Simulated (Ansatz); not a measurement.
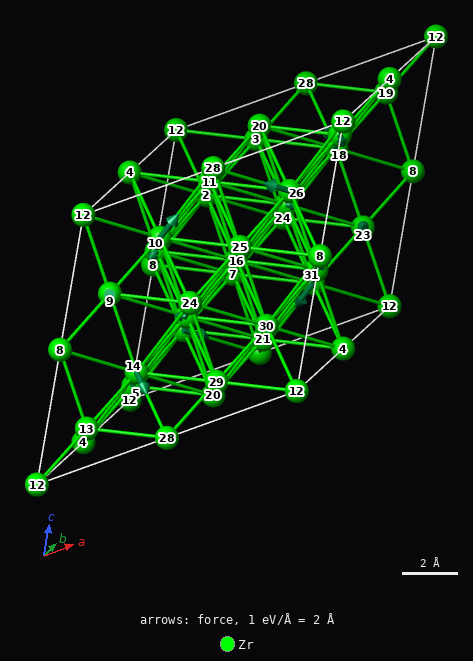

Starting geometry of a defect cell of composition Zr with the computed forces as green arrows. The picture is a ball-and-stick view of the cell of the calculation, seen slightly off an axis.

Case: Zr vacancy, atoms relaxed.

Computed with DFT PBE, scalar-relativistic, plane waves, PAW (Ansatz).

Input
```yaml
crystal:
  lattice:
    - [7.1491238939, 7.1491238939, 0.0]
    - [7.1491238939, 0.0, -7.1491238939]
    - [0.0, 7.1491238939, -7.1491238939]
  atoms:
    - { symbol: Zr, position: [0.125, 0.625, 0.625] }
    - { symbol: Zr, position: [0.25, 0.75, 0.75] }
    - { symbol: Zr, position: [0.375, 0.875, 0.875] }
    - { symbol: Zr, position: [0.0, 0.5, 0.0] }
    - { symbol: Zr, position: [0.125, 0.625, 0.125] }
    - { symbol: Zr, position: [0.25, 0.75, 0.25] }
    - { symbol: Zr, position: [0.375, 0.875, 0.375] }
    - { symbol: Zr, position: [0.0, 0.0, 0.5] }
    - { symbol: Zr, position: [0.125, 0.125, 0.625] }
    - { symbol: Zr, position: [0.25, 0.25, 0.75] }
    - { symbol: Zr, position: [0.375, 0.375, 0.875] }
    - { symbol: Zr, position: [0.0, 0.0, 0.0] }
    - { symbol: Zr, position: [0.125, 0.125, 0.125] }
    - { symbol: Zr, position: [0.25, 0.25, 0.25] }
    - { symbol: Zr, position: [0.375, 0.375, 0.375] }
    - { symbol: Zr, position: [0.5, 0.5, 0.5] }
    - { symbol: Zr, position: [0.625, 0.625, 0.625] }
    - { symbol: Zr, position: [0.75, 0.75, 0.75] }
    - { symbol: Zr, position: [0.875, 0.875, 0.875] }
    - { symbol: Zr, position: [0.5, 0.5, 0.0] }
    - { symbol: Zr, position: [0.625, 0.625, 0.125] }
    - { symbol: Zr, position: [0.75, 0.75, 0.25] }
    - { symbol: Zr, position: [0.875, 0.875, 0.375] }
    - { symbol: Zr, position: [0.5, 0.0, 0.5] }
    - { symbol: Zr, position: [0.625, 0.125, 0.625] }
    - { symbol: Zr, position: [0.75, 0.25, 0.75] }
    - { symbol: Zr, position: [0.875, 0.375, 0.875] }
    - { symbol: Zr, position: [0.5, 0.0, 0.0] }
    - { symbol: Zr, position: [0.625, 0.125, 0.125] }
    - { symbol: Zr, position: [0.75, 0.25, 0.25] }
    - { symbol: Zr, position: [0.875, 0.375, 0.375] }
basis:
  ecutwfc: 420
kpoints:
  mp_grid: { grid: [4, 4, 4] }
hamiltonian:
  xc: pbe
scf:
  occupations: { method: gaussian, width: 0.1 }
output:
  forces: true
  stress: true
  eigenvalues: true
  write_density: true
  write_potential: true
  elf: true
  volumetric_format: npy
relax:
  adjacent_minimum: "off"
  f_tol: 0.02
  max_steps: 50
```

Launched with:
```bash
ansatz run input.yaml --threads 4 --pin off --max-ram 2560MiB --backend cpu --events-out ev --progress --plain --runs-dir out
```

Is this structure relaxed? If not, where do the atoms go?

Answer. It isn't relaxed: the largest force vector, on Zr atoms, is 0.62 eV/Å. The final displacements follow the starting forces only in part (cosine between the two patterns 0.79). The largest moves, 0.29 Å, are those of Zr6, Zr10, Zr14, Zr18, Zr22 and Zr26. Zr22 goes along [−1 1 −1]. The cell stays as it was. Some distances before and after: Zr10–Zr28 3.575 → 3.289 Å, Zr11–Zr13 3.575 → 3.823 Å, Zr15–Zr30 3.096 → 3.342 Å, Zr13–Zr30 3.096 → 2.881 Å. The energy falls by 0.645 eV per cell of the calculation in 7 accepted moves (9 points after the start). The largest force component goes from 0.62 to 0.02 eV/Å. The line search rejected the trial steps at points 6, 7 of the run.
